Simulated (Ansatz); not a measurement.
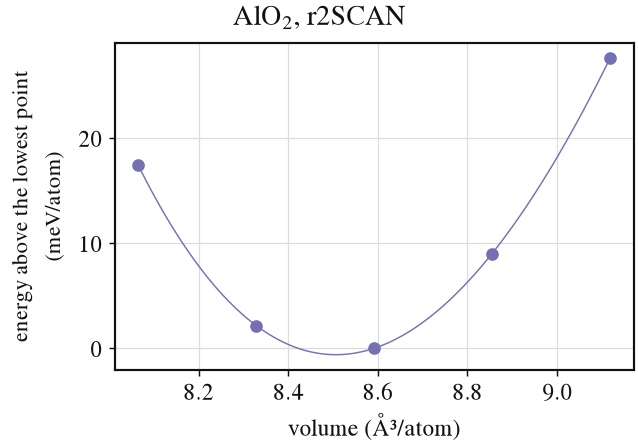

Plotted: energy above the lowest point against volume for AlO₂, space group Fm-3m (No. 225) (one of a set of cubic test structures, which need not be the stable phase).

Computed with Ansatz 0.2.0 development build: equation of state of a cubic crystal from periodic Kohn-Sham density functional theory without spin, third-order Birch-Murnaghan fit to the free energies; pressure corrected for the finite basis. Level: r2SCAN.

```csv
setting,value
structure type,fluorite
atoms in cell,3
space group number,225
lattice centring,face-centred primitive
k mesh,12×12×12
occupation method,Fermi–Dirac
occupation width,0.1 eV
wave cutoff,1050 eV
datasets,hand-made PAW
density tolerance,1e-09 eV
bands,16
density cutoff ratio,5
search for lower states,default
xc grid level,2
```

From this curve and the settings, what does the calculation give for the pressure at the same points?

The pressure falls from 13.7 GPa at volume 8.0657 Å³/atom to −13.9 GPa at 9.1178 Å³/atom, and changes sign near 8.51 Å³/atom.

| volume (Å³/atom) | pressure (GPa) |
| --- | --- |
| 8.0657 | 13.7 |
| 8.3287 | 5.1 |
| 8.5917 | −2.3 |
| 8.8548 | −8.6 |
| 9.1178 | −13.9 |

Limits of the calculation: cubic model structure, not the ambient form; modest k-mesh, values are not fully converged in k.
